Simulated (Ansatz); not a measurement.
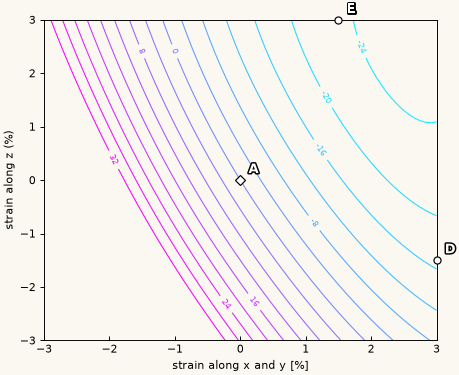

Sn (Fd-3m, No. 227; 2 atoms in the cell). The cell is strained homogeneously, by one strain along x and y and another along z, with fractional coordinates fixed (x, y and z along the cube axes). Coordinates scanned: (1) strain along x and y; (2) strain along z. The scan uses a 5 × 5 grid. Points are written as (first, second). All energies are given in meV/atom relative to the unstrained cell. The reference cell is the one listed in the database, not relaxed at this level. The calculation used DFT PBE, scalar-relativistic, plane waves, PAW (Ansatz). Settings: cutoff 420 eV, k-mesh 12×12×12, gaussian smearing 0.15 eV, no spin polarisation.

In the figure: contour lines labelled in meV/atom (none above 32), lettered points. Between grid points the surface is interpolated.

> Rank the lettered points by energy, lowest first.

E (−23 meV/atom), D (−17 meV/atom), A (0 meV/atom).
